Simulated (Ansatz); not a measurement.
## Ag: one change and its effect

System: Ag (P6₃/mmc, 2 atoms in the cell).
Method of run A: Kohn-Sham DFT of a periodic cell, PBE, Ansatz PAW, no spin polarisation (Ansatz 0.2.0).

The structure derives from an entry of the Crystallography Open Database. Text and figures count atoms from 1; the logs count them from 0 in places.

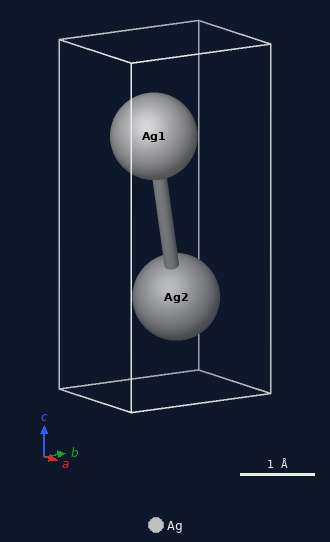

The input geometry (ball-and-stick view of the cell of the calculation, seen slightly off an axis; atoms are numbered from 1 in the order of the input). An atom can appear more than once, as a periodic image.

## Input file, run A
```yaml
crystal:
  lattice:
    - [2.93, 0.0, 0.0]
    - [-1.465, 2.5374544331, 0.0]
    - [0.0, 0.0, 4.79]
  atoms:
    - { symbol: Ag, position: [0.6666666667, 0.3333333333, 0.75] }
    - { symbol: Ag, position: [0.3333333333, 0.6666666667, 0.25] }
hamiltonian:
  xc: pbe
  pseudopotentials: { kind: paw }
kpoints:
  mp_grid: { grid: [10, 10, 6] }
scf:
  occupations: { method: fermi_dirac, width: 0.05 }
output:
  forces: true
  stress: true
  eigenvalues: true
relax:
  f_tol: 0.01
  max_steps: 40
  cell: { stress_tol: 0.05 }
```

Launched with:
```bash
ansatz run input.yaml --threads 2 --pin off --max-ram 5632MiB --backend cpu --events-out ev --progress --plain --runs-dir out
```

Hardware: 2 threads of Arm Neoverse V2, 24 GiB of memory available, shared host.

## Output, shortened to warnings, some set-up lines, iterations and results (run A)
```
Basis set: ecut = 420 eV, 701 PW (Γ), exchange–correlation on 40×40×72 points (8 copies of the dense FFT grid, shifted against one another)
Symmetry: 24 space group operations
k-points: 56 of 600
Initial density: superposition of atomic densities (neutral atoms: chi_scale 0, normalization atom), corrected by the library's trained network
[...]
SCF iter   1: F=—  HF=-15181.091326 eV  |F-HF|=—  |Δ(HF+E_count)|=         —  Δρ=1.38e-3  dr2=3.21e-4  ethr=1.77e-3  ⟨swp⟩=4.9  Hψ=4843  notcnv=0
SCF iter   2: F=—  HF=-15181.092089 eV  |F-HF|=—  |Δ(HF+E_count)|=   7.63e-4  Δρ=6.63e-4  dr2=4.67e-5  ethr=8.44e-7  ⟨swp⟩=3.0  Hψ=3028  notcnv=0
SCF iter   3: F=—  HF=-15181.092181 eV  |F-HF|=—  |Δ(HF+E_count)|=   9.23e-5  Δρ=1.82e-4  dr2=6.05e-6  ethr=1.23e-7  ⟨swp⟩=2.0  Hψ=1928  notcnv=0
SCF iter   4: F=-15181.092186 eV  HF=-15181.092186 eV  |F-HF|=1.37e-7  |Δ(HF+E_count)|=   4.58e-6  Δρ=2.59e-5  dr2=8.32e-8  ethr=1.59e-8  ⟨swp⟩=2.0  Hψ=1901  notcnv=0
SCF iter   5: F=-15181.092186 eV  HF=-15181.092186 eV  |F-HF|=7.44e-10  |Δ(HF+E_count)|=   1.53e-7  Δρ=1.96e-6  dr2=5.95e-10  ethr=2.19e-10  ⟨swp⟩=2.1  Hψ=1927  notcnv=0
[... 33 lines ...]
SCF iter   6: F=-15181.092970 eV  HF=-15181.092970 eV  |F-HF|=3.64e-12  |Δ(HF+E_count)|=  1.82e-12  Δρ=7.17e-9  dr2=3.67e-15  ethr=1.00e-12  ⟨swp⟩=1.0  Hψ=1288  notcnv=0
SCF iter   7: F=-15181.092970 eV  HF=-15181.092970 eV  |F-HF|=3.64e-12  |Δ(HF+E_count)|=    0.00e0  Δρ=6.33e-10  dr2=4.20e-17  ethr=1.00e-12  ⟨swp⟩=1.0  Hψ=1288  notcnv=0
SCF iter   8: F=-15181.092970 eV  HF=-15181.092970 eV  |F-HF|=5.46e-12  |Δ(HF+E_count)|=  3.64e-12  Δρ=9.58e-11  dr2=2.32e-18  ethr=1.00e-12  ⟨swp⟩=2.0  Hψ=3097  notcnv=0
SCF 5 converged in 8 iterations: F = -15181.092970 eV  dr2 = 2.32e-18
relax step   5: F+E_penalty+E_count = -15181.09296957 eV  Δ(F+E_penalty+E_count) = -9.655e-5 eV  max|allowed force component| = 2.313e-17 eV/Å  Δτ_max = 0.0000 Å  P = -0.002 …
basis re-selected at this cell: Δ(F+E_penalty+E_count) = -9.655e-5 eV, ΔP = -0.003 GPa vs the last step (what re-selecting the basis moved, of the pressure what is left beyond the Pulay correction that the steps carried, after the strain that the cell walked since its last selection, with what the …
SCF converged after 8 iterations
Free energy (F): -15181.092970 eV
Harris-Foulkes:  -15181.092970 eV  (|F-HF|=5.46e-12)
Internal energy: -15181.087626 eV  (E = F + TS)
E sigma→0 (E₀):  -15181.090298 eV
Entropy (-TS):   -0.005344 eV (-2.672 meV/atom)
Fermi energy:    16.245174 eV
--- Per-component energies (eV) ---
  E_band       = -504.324932
  E_kinetic    = 1054.042406
  E_local      = -4544.117996  (includes V_loc(G=0)·N_el)
  E_nonlocal   = 160.194459
  E_hartree    = 2059.083547
  E_xc         = -369.400441
  E_vxc        = -469.326978  (∫ρ·V_xc dr)
  E_paw        = -7804.169281  (= ΣΔE_a)
  E_vpaw       = -823.284567  (= ΣTr[D̂ρ^β])
  E_aug_tail   = 0.000651  (compensation charges beyond the density's cutoff)
  E_ewald      = -5736.720970
  E_smearing   = -0.005344  (= −TS)
  E_closure    = 0.000000  (closes the sum)
  Σ components = -15181.092970   (vs F -15181.092970, Δ=0.00e0)
--- Forces (eV/Å), atoms counted from 1 ---
  atom   1  Ag     0.00000000    -0.00000000    -0.00000000
  atom   2  Ag     0.00000000     0.00000000     0.00000000
  max |Σ_I F_I| component: 3.47e-18 eV/Å
--- Stress (GPa, compression-positive) ---
        0.007127       0.000000      -0.000000
        0.000000       0.007127      -0.000000
        0.000000      -0.000000      -0.021105
  P = ⅓ Tr σ = -0.0023 GPa (-0.023 kbar)
--- Relaxed structure (4 steps of the walk, 4 accepted, 1 SCFs on fresh bases) ---
  F+E_penalty+E_count = -15181.09296957 eV   max|allowed force component| = 2.313e-17 eV/Å   (the final SCF, on the basis selected at the relaxed cell)
  cell:  # Å, volume = 35.8487 Å³
    - [2.9432195749499743, -2.858619774819524e-34, -2.2868958198556196e-34]
    - [-1.4716097874749872, 2.5489029208223157, 9.976137534357752e-20]
    - [-3.738645384670099e-34, 1.883214065495674e-19, 4.7785659670543135]
  atoms:
[...]
```

For run B the input was changed thus:
```diff
+  dispersion: d3bjatm
```

Predict how the results change.

The total energies belong to different models, so their difference says nothing on which is more stable or more accurate. The volume per atom goes from 17.92 to 17.16 Å³. The SCF takes 37 iterations over all geometry steps against 33.

## Output, shortened to warnings, some set-up lines, iterations and results (run B)
```
Basis set: ecut = 420 eV, 701 PW (Γ), exchange–correlation on 40×40×72 points (8 copies of the dense FFT grid, shifted against one another)
Symmetry: 24 space group operations
k-points: 56 of 600
Initial density: superposition of atomic densities (neutral atoms: chi_scale 0, normalization atom), corrected by the library's trained network
[...]
SCF iter   1: F=—  HF=-15182.103940 eV  |F-HF|=—  |Δ(HF+E_count)|=         —  Δρ=1.38e-3  dr2=3.21e-4  ethr=1.77e-3  ⟨swp⟩=4.9  Hψ=4843  notcnv=0
SCF iter   2: F=—  HF=-15182.104704 eV  |F-HF|=—  |Δ(HF+E_count)|=   7.63e-4  Δρ=6.63e-4  dr2=4.67e-5  ethr=8.44e-7  ⟨swp⟩=3.0  Hψ=3028  notcnv=0
SCF iter   3: F=—  HF=-15182.104796 eV  |F-HF|=—  |Δ(HF+E_count)|=   9.23e-5  Δρ=1.82e-4  dr2=6.05e-6  ethr=1.23e-7  ⟨swp⟩=2.0  Hψ=1928  notcnv=0
SCF iter   4: F=-15182.104801 eV  HF=-15182.104800 eV  |F-HF|=1.37e-7  |Δ(HF+E_count)|=   4.58e-6  Δρ=2.59e-5  dr2=8.32e-8  ethr=1.59e-8  ⟨swp⟩=2.0  Hψ=1901  notcnv=0
SCF iter   5: F=-15182.104801 eV  HF=-15182.104801 eV  |F-HF|=7.44e-10  |Δ(HF+E_count)|=   1.53e-7  Δρ=1.96e-6  dr2=5.95e-10  ethr=2.19e-10  ⟨swp⟩=2.1  Hψ=1927  notcnv=0
[... 39 lines ...]
SCF iter   4: F=—  HF=-15182.120124 eV  |F-HF|=—  |Δ(HF+E_count)|=   1.31e-8  Δρ=1.83e-6  dr2=2.91e-10  ethr=2.95e-11  ⟨swp⟩=2.0  Hψ=2196  notcnv=0
SCF iter   5: F=-15182.120124 eV  HF=-15182.120124 eV  |F-HF|=7.28e-12  |Δ(HF+E_count)|=  5.62e-10  Δρ=5.55e-8  dr2=3.55e-13  ethr=1.00e-12  ⟨swp⟩=2.4  Hψ=2034  notcnv=0
SCF iter   6: F=-15182.120124 eV  HF=-15182.120124 eV  |F-HF|=1.82e-12  |Δ(HF+E_count)|=  1.82e-12  Δρ=9.21e-9  dr2=6.20e-15  ethr=1.00e-12  ⟨swp⟩=3.0  Hψ=4589  notcnv=0
SCF 6 converged in 6 iterations: F = -15182.120124 eV  dr2 = 6.20e-15
relax step   6: F+E_penalty+E_count = -15182.12012422 eV  Δ(F+E_penalty+E_count) = +5.761e-4 eV  max|allowed force component| = 6.939e-18 eV/Å  Δτ_max = 0.0000 Å  P = +0.012 …
basis re-selected at this cell: Δ(F+E_penalty+E_count) = +5.761e-4 eV, ΔP = +0.010 GPa vs the last step (what re-selecting the basis moved, of the pressure what is left beyond the Pulay correction that the steps carried, after the strain that the cell walked since its last selection, with what the …
SCF converged after 6 iterations
Free energy (F): -15182.120124 eV
Harris-Foulkes:  -15182.120124 eV  (|F-HF|=1.82e-12)
Internal energy: -15182.114365 eV  (E = F + TS)
E sigma→0 (E₀):  -15182.117245 eV
Entropy (-TS):   -0.005759 eV (-2.880 meV/atom)
Fermi energy:    17.221981 eV
--- Per-component energies (eV) ---
  E_band       = -472.200343
  E_kinetic    = 1055.183613
  E_local      = -4407.978363  (includes V_loc(G=0)·N_el)
  E_nonlocal   = 159.863056
  E_hartree    = 2006.946749
  E_xc         = -370.105853
  E_vxc        = -470.311338  (∫ρ·V_xc dr)
  E_paw        = -7803.920118  (= ΣΔE_a)
  E_vpaw       = -822.851466  (= ΣTr[D̂ρ^β])
  E_aug_tail   = 0.000658  (compensation charges beyond the density's cutoff)
  E_ewald      = -5821.056525
  E_disp       = -1.047583  (pairwise vdW)
  E_smearing   = -0.005759  (= −TS)
  E_closure    = -0.000000  (closes the sum)
  Σ components = -15182.120124   (vs F -15182.120124, Δ=0.00e0)
--- Forces (eV/Å), atoms counted from 1 ---
  atom   1  Ag    -0.00000000    -0.00000000     0.00000000
  atom   2  Ag     0.00000000     0.00000000    -0.00000000
  max |Σ_I F_I| component: 2.31e-18 eV/Å
--- Stress (GPa, compression-positive) ---
        0.013442      -0.000000      -0.000000
       -0.000000       0.013442      -0.000000
       -0.000000      -0.000000       0.007856
  P = ⅓ Tr σ = 0.0116 GPa (0.116 kbar)
--- Relaxed structure (5 steps of the walk, 4 accepted, 1 SCFs on fresh bases) ---
  F+E_penalty+E_count = -15182.12012422 eV   max|allowed force component| = 6.939e-18 eV/Å   (the final SCF, on the basis selected at the relaxed cell)
  cell:  # Å, volume = 34.3133 Å³
    - [2.899481172111145, 0.0, -1.7151718648917144e-34]
    - [-1.4497405860555725, 2.5110243528429317, -1.24451802248345e-18]
    - [-2.803984038502574e-34, -2.3492998534072267e-18, 4.712928883486254]
[...]
```

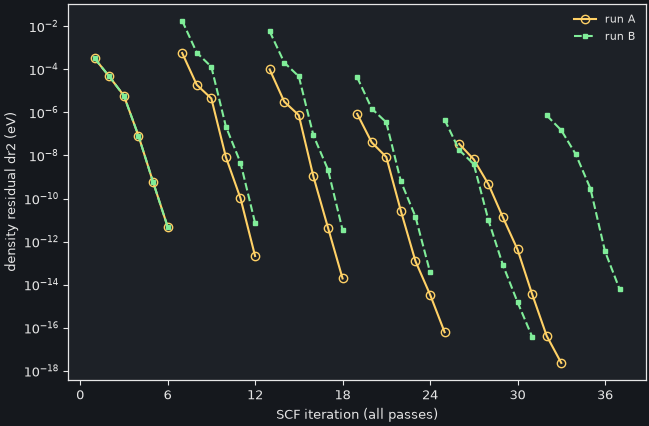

Convergence of the two runs: density residual dr2 against the SCF iteration. A break in a curve parts two SCF passes. Run A takes 33 iterations in all, and run B takes 37.

## The two runs side by side

| quantity | run A | run B |
| --- | --- | --- |
| outcome | converged | converged |
| free energy per atom (eV) | −7590.5465 | −7591.0601 |
| energy per atom, smearing taken to zero (eV) | −7590.5451 | −7591.0586 |
| gap on the mesh (eV) | 0.00 | 0.00 |
| pressure (GPa) | 0.00 | 0.01 |
| volume per atom (Å³) | 17.92 | 17.16 |
| largest force (eV/Å) | 0.000 | 0.000 |
| SCF iterations | 33 | 37 |
| irreducible k-points | 56 | 56 |
| wall time (shared host) | 5.3 s | 6.7 s |
